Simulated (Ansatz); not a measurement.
HgSe (slab)

The calculation's input:

```
crystal:
  lattice:
    - [4.4266592229, 0.0, 0.0]
    - [-2.2133296114, 3.8335993409, 0.0]
    - [0.0, 0.0, 23.1322922709]
  atoms:
    - { symbol: Se, position: [0.0, 0.0, 0.3242220837] }
    - { symbol: Hg, position: [0.3333333333, 0.6666666667, 0.3632838428] }
    - { symbol: Se, position: [0.3333333333, 0.6666666667, 0.4804691204] }
    - { symbol: Hg, position: [0.6666666667, 0.3333333333, 0.5195308796] }
    - { symbol: Se, position: [0.6666666667, 0.3333333333, 0.6367161572] }
    - { symbol: Hg, position: [0.0, 0.0, 0.6757779163] }
basis:
  ecutwfc: 420
kpoints:
  mp_grid: { grid: [9, 9, 1] }
hamiltonian:
  xc: pbe
scf:
  occupations: { method: gaussian, width: 0.1 }
output:
  forces: true
  eigenvalues: true
  write_density: true
  write_potential: true
  elf: true
  volumetric_format: npy
efield:
  axis: 3
  dipole_correction: true
  ramp_width: 0.04
```

Run with:

```sh
ansatz run input.yaml --threads 2 --pin off --max-ram 5632MiB --backend cpu --events-out ev --progress --plain --runs-dir out
```

Not relaxed (largest force 0.9 eV/Å).

All numbers below come from DFT PBE, scalar-relativistic, plane waves, PAW (Ansatz).

Core electrons are frozen (PAW), and the valence fields are smoothed inside the atomic spheres.

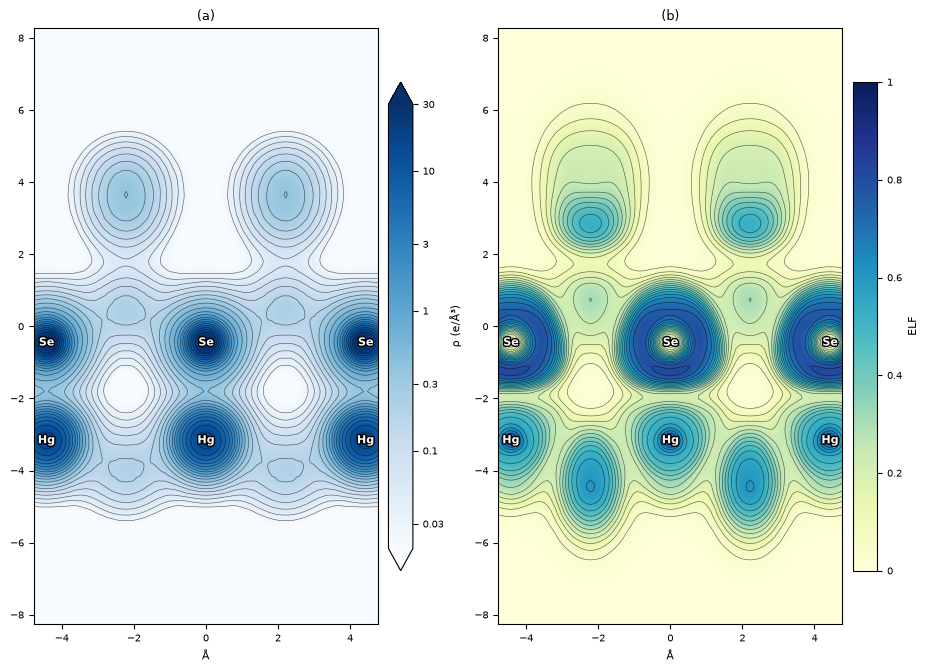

Figure 1. (a) valence pseudo-density; (b) ELF on the (11̄0) plane of the calculation cell, a cut from vacuum to vacuum.

**Describe what can be read from this map.**

The plane passes through Hg and Se nuclei.
Hg–Se (2.71 Å): ρ at the midpoint is about 0.37 e/Å³; the ELF is about 0.30 at the midpoint.
The density dies away to nearly zero in the vacuum.
The features right at Hg lie inside the PAW spheres, where the map follows smoothed inner orbitals and isn't to be read closely.

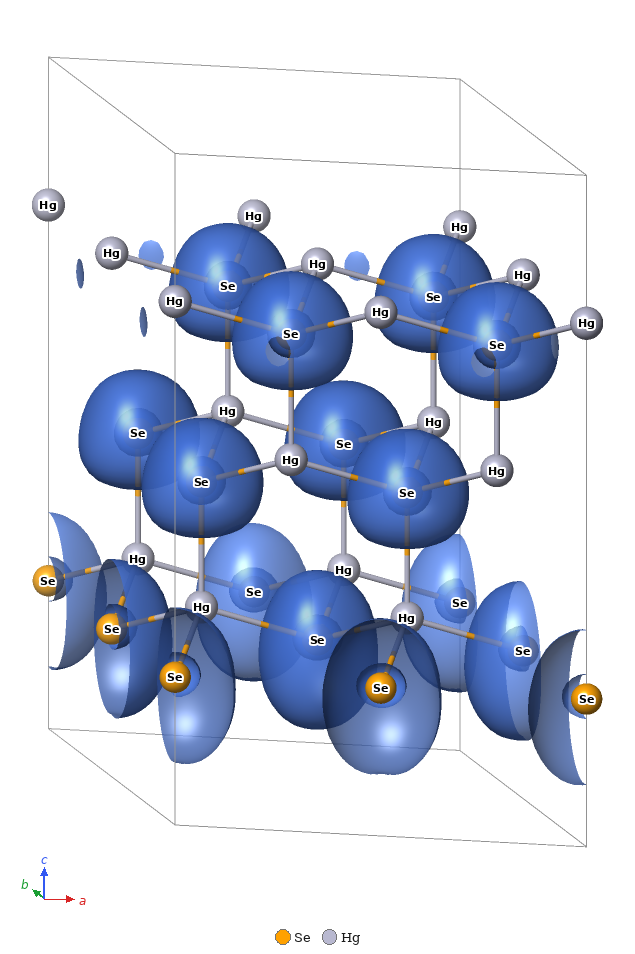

Figure 2. Isosurface of the electron localisation function at 0.6 (blue), seen slightly off an axis. Only the valence region is drawn (cores and ρ < 0.01 e/Å³ removed). Sticks mark near contacts.

**Identify the bonds, lone pairs and shells in this picture.**

At this value the surface marks out three regions wrapped around Se (the valence shell of each), counted in one cell of 6 atoms. Counts are for one cell; the picture repeats the cell along the surface.

**Metal or insulator at this level of theory?**

It is gapless in this calculation (a metal or semimetal).
